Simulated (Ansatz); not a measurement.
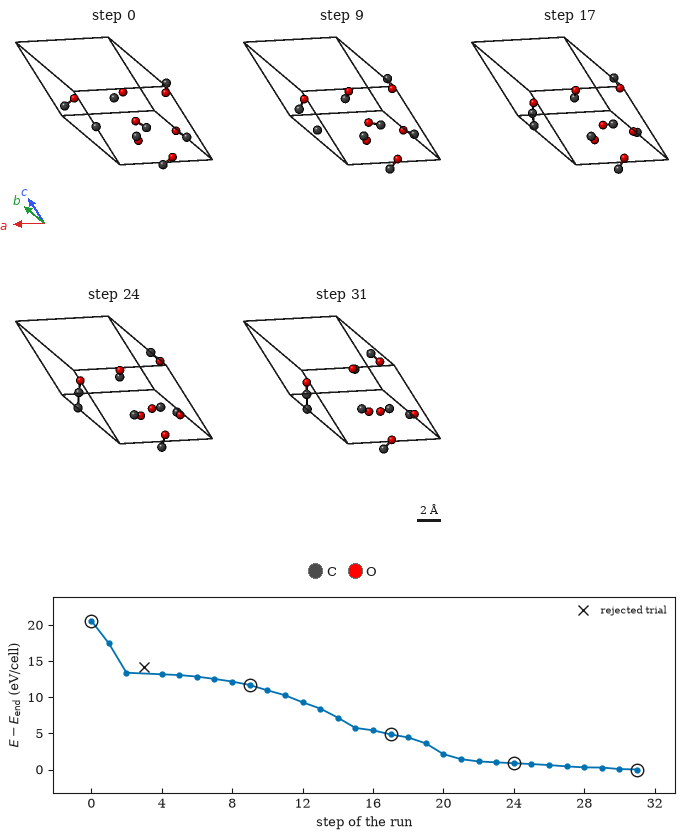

Frames of a relaxation of a defect cell of composition C$_{8}$O$_{7}$ (cell charge +2) (started half-way along a vacancy jump, in the symmetry of that start), marked on the history of the run. The picture is a ball-and-stick view of the cell of the calculation, reduced to other axes, seen from a free direction. Lengths and directions refer to the drawn axes.

Theory: Ansatz, DFT PBEsol, scalar-relativistic, plane waves, PAW. Settings: plane-wave cutoff 420 eV; k-point mesh 4 × 4 × 4; occupations gaussian; smearing width 0.05 eV; no spin polarisation; atoms relaxed in a fixed cell; force threshold 0.02 eV/Å; at most 60 steps.

Describe the path.

The run was cut off at its time limit before the relaxation converged, so the last structure is only a point on the way. Over 30 accepted moves (31 points after the start) the energy falls by 20.602 eV per cell of the calculation. The largest force component goes from 7.1 to 0.77 eV/Å. The line search rejected the trial step at point 3 of the run. The atom that moves furthest is a C atom (2.25 Å along [2 1 1]). Largest moves by element: C 2.25 Å, O 1.90 Å. The cell stays as it was. Near-neighbour distances that change, for instance: C–C 3.945 → 1.383 Å, C–C 3.945 → 1.480 Å, C–C 3.945 → 1.563 Å, C–O 1.904 → 1.149 Å. New bonds form: C–C (3.95 → 1.38 Å), C–C (3.95 → 1.48 Å), C–C (3.95 → 1.56 Å), C–O (1.90 → 1.15 Å). The run took 17 min on 4 threads of Arm Neoverse V1, on a shared host, peak memory 1.1 GiB. From step 0 to 9: C atoms move most (0.74 Å), energy −8.910 eV per cell of the calculation. From step 9 to 17: a C atom moves most (1.17 Å), energy −6.837 eV per cell of the calculation. From step 17 to 24: a C atom moves most (0.76 Å), energy −3.980 eV per cell of the calculation. From step 24 to 31: C and O atoms move most (0.97 Å), energy −0.875 eV per cell of the calculation.

| step | E − E(0), meV/atom | largest force component, eV/Å | note |
| --- | --- | --- | --- |
| 0 | 0.00 | 7.0828 |  |
| 1 | -210.14 | 10.2007 |  |
| 2 | -481.19 | 4.2647 |  |
| 3 | -429.47 | 15.7001 | rejected |
| 4 | -495.27 | 1.7979 |  |
| 5 | -502.58 | 1.3363 |  |
| 6 | -516.74 | 1.9232 |  |
| 7 | -538.35 | 2.5357 |  |
| 8 | -562.19 | 3.0321 |  |
| 9 | -594.03 | 3.2962 |  |
| 10 | -643.18 | 2.5820 |  |
| 11 | -688.31 | 2.9935 |  |
| 12 | -753.50 | 2.4363 |  |
| 13 | -810.89 | 5.3748 |  |
| 14 | -894.49 | 3.1493 |  |
| 16 | -1011.99 | 4.9337 |  |
| 17 | -1049.81 | 2.4135 |  |
| 18 | -1077.78 | 2.6293 |  |
| 19 | -1132.37 | 2.9970 |  |
| 20 | -1231.59 | 2.8327 |  |
| 21 | -1278.08 | 5.2671 |  |
| 22 | -1299.08 | 1.2652 |  |
| 23 | -1307.61 | 1.5464 |  |
| 24 | -1315.15 | 1.5697 |  |
| 25 | -1323.12 | 1.3158 |  |
| 27 | -1344.69 | 1.2667 |  |
| 28 | -1353.98 | 2.2787 |  |
| 29 | -1355.53 | 2.7876 |  |
| 30 | -1369.37 | 1.1561 |  |
| 31 | -1373.49 | 0.7676 |  |

Limits of the set-up: the periodic images lie only 8.4 Å apart, so the values are limited by the cell's size; the cell is charged, on a uniform background, and energies carry no finite-size correction.
